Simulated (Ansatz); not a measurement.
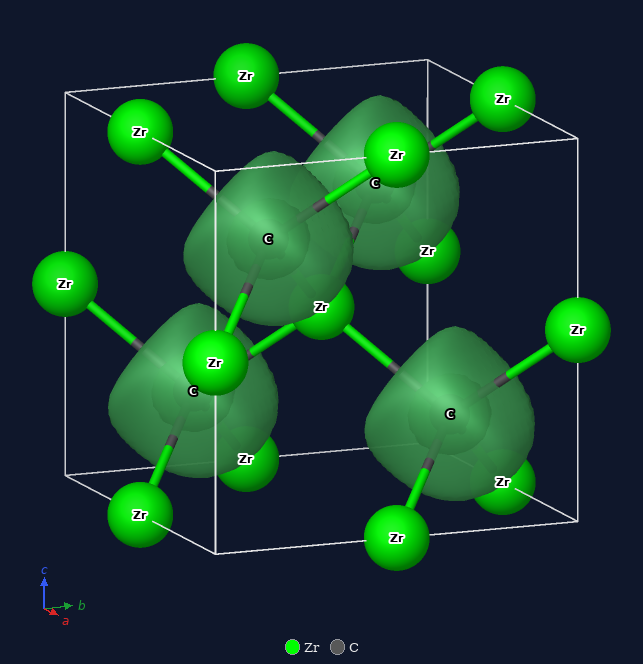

Figure. ZrC. Isosurface of the ELF at 0.7 (green), seen slightly off an axis. Only the valence region is drawn (cores and ρ < 0.01 e/Å³ removed). Sticks mark near contacts.

Space group F-43m; a generated structure, not necessarily the stable one; computed pressure about 10 GPa in this cell.

The calculation used Kohn-Sham DFT of a periodic cell, PBE, Ansatz PAW in Ansatz.

Core electrons are frozen (PAW), and the valence fields are smoothed inside the atomic spheres.

The calculation's input:

```
crystal:
  lattice:
    - [0.0, 2.4935560315, 2.4935560315]
    - [2.4935560315, 0.0, 2.4935560315]
    - [2.4935560315, 2.4935560315, 0.0]
  atoms:
    - { symbol: Zr, position: [0.5, 0.5, 0.5] }
    - { symbol: C, position: [0.75, 0.75, 0.75] }
hamiltonian:
  xc: pbe
  pseudopotentials: { kind: paw }
kpoints:
  mp_grid: { grid: [9, 9, 9] }
scf:
  occupations: { method: fermi_dirac, width: 0.05 }
output:
  forces: true
  stress: true
  eigenvalues: true
  write_density: true
  write_potential: true
  elf: true
  volumetric_format: npy
```

Run with:

```sh
ansatz run input.yaml --threads 2 --pin off --max-ram 5632MiB --backend cpu --events-out ev --progress --plain --runs-dir out
```

Below, planes, directions and counts refer to the conventional cell (a = 4.99 Å, b = 4.99 Å, c = 4.99 Å, α = 90.00°, β = 90.00°, γ = 90.00°).

> Identify the bonds, lone pairs and shells in this picture.

The ELF exceeds this value in four regions wrapped around C (the valence shell of each), counted in one cell of 8 atoms. Any copies at cell faces, edges or corners count once. Profiles from the grid: Zr–C (2.16 Å): the ELF peaks at about 0.80 in the valence shell of C, 0.7 Å from its nucleus, and drops to about 0.30 between the two atoms.
